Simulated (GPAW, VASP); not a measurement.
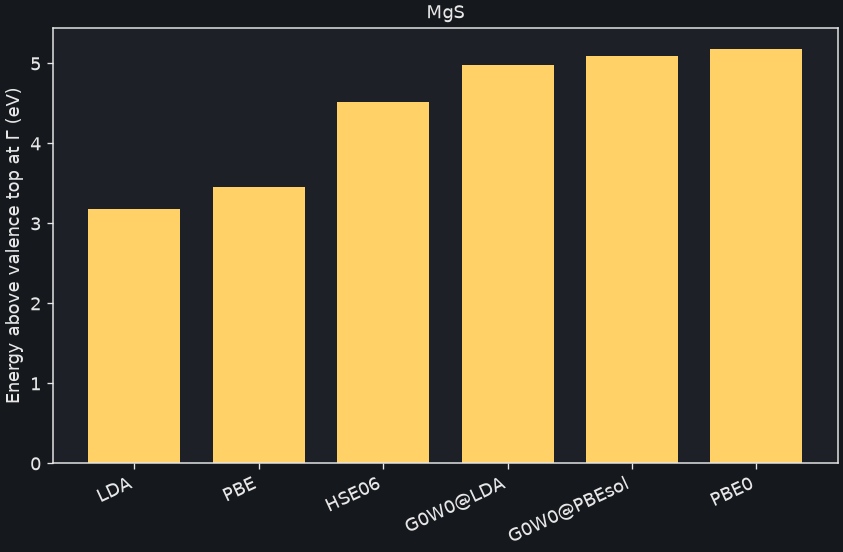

Lowest conduction level at Γ, counted from the valence-band top at Γ, by several methods on one cell of zincblende MgS, space group F-43m, 2 atoms in the primitive cell; cubic a = 5.666 Å. All runs are without spin-orbit coupling and carry no moments.

Q: How do the methods rank at Γ?

A: From low to high: LDA 3.18, PBE 3.45, HSE06 4.52, G0W0@LDA 4.98, G0W0@PBEsol 5.09, PBE0 5.18 eV. Too close to rank are G0W0@LDA against G0W0@PBEsol (different programs, potentials, cutoffs and GW settings) and G0W0@PBEsol against PBE0 (different potentials, meshes and cutoffs).

```
     method  program  Γ (eV)
        LDA     VASP    3.18
        PBE     VASP    3.45
      HSE06     VASP    4.52
   G0W0@LDA     GPAW    4.98
G0W0@PBEsol     VASP    5.09
       PBE0     VASP    5.18
```

Settings. LDA: VASP PAW LDA potentials, release 64 (S, Mg), 12×12×12 k mesh, 900 eV cutoff, Gaussian smearing of 0.02 eV (VASP). PBE: VASP PAW PBE potentials, release 64 (S, Mg), 8×8×8 k mesh, 500 eV cutoff, Gaussian smearing of 0.02 eV (VASP 6.6.1). HSE06: VASP PAW PBE potentials, release 64 (S, Mg), 6×6×6 k mesh, 520 eV cutoff, Gaussian smearing of 0.02 eV (VASP 6.6.1). G0W0@LDA: LDA, the program's PAW data sets (release 1.2.1) made for this functional, 4×4×4 k mesh, 600 eV cutoff, Fermi-Dirac smearing of 0.001 eV (GPAW), G0W0 with response cutoff 250 eV, frequency model plasmon pole and response bands 408, extrapolated in the response cutoff. G0W0@PBEsol: PBEsol, VASP PAW PBE potentials, release 64 (S_GW, Mg_GW), 4×4×4 k mesh, 500 eV cutoff, Gaussian smearing of 0.01 eV (VASP), G0W0 with GW iterations 1, cutoff of the response function 200 eV, frequency points 50 and empty bands 292. PBE0: VASP PAW PBE potentials, release 64 (S, Mg), 6×6×6 k mesh, 520 eV cutoff, Gaussian smearing of 0.02 eV (VASP 6.6.1).

These are six of the 15 methods that were run on this cell. The runs come from different programs and meshes, which adds differences of its own. The usual form of MgS is rocksalt. HSE06, G0W0@PBEsol and PBE0: the PAW data sets were made with another functional. LDA, GGA and most meta-GGA functionals understate gaps. G0W0@LDA and G0W0@PBEsol: the k mesh is coarse, so the values aren't converged. G0W0@LDA: the quasiparticle gap is taken among the few k points that were corrected. G0W0@LDA: the long-wavelength limit can be off by a per cent or two. G0W0@PBEsol: bands, screening cutoff and mesh are small and nothing is extrapolated, so the quasiparticle values aren't converged. PBE0: the k mesh is thin for exact exchange. The GW runs differ in bands or cutoffs. The GW values that aren't extrapolated fall short of the basis limit.
